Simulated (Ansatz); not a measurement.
```xyz
8
Lattice="4.1327 0.0000 0.0000 0.0000 4.1327 0.0000 0.0000 0.0000 4.1327" Properties=species:S:1:pos:R:3 pbc="T T T"
Ga    0.0000    0.0000    0.0000
Ga    2.0663    2.0663    0.0000
Ga    2.0663    0.0000    2.0663
Ga    0.0000    2.0663    2.0663
N     2.0663    0.0000    0.0000
N     0.0000    2.0663    0.0000
N     0.0000    0.0000    2.0663
N     2.0663    2.0663    2.0663
```

Space group Fm-3m; started from the rocksalt prototype, which need not be the ambient phase; changed on purpose from its base cell (hydrostatic strain -2.0%); computed pressure about 17 GPa in this cell.

These are results of DFT, r2SCAN, plane waves, PAW in Ansatz 0.2.0, not measurements.

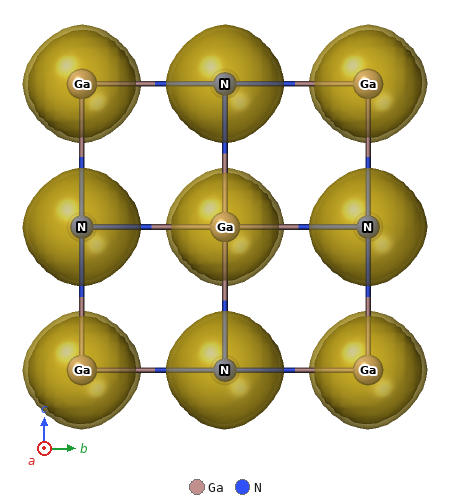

GaN. Isosurface of the valence charge density (pseudo) at 0.8 e/Å³ (yellow), seen along the a axis. Sticks mark near contacts.

In a PAW calculation such maps are meaningful between the atoms, not at the nuclei.

**How is the density connected at this value?**

At this value the density breaks into separate islands; it holds about 75 % of the electrons treated as valence (semicore included). It bridges none of the near contacts. It is pinched off along the sampled Ga–N (2.07 Å) contacts. On the grid the lowest density along these lines, outside the cores, is 0.55 e/Å³ (Ga–N, 2.07 Å).
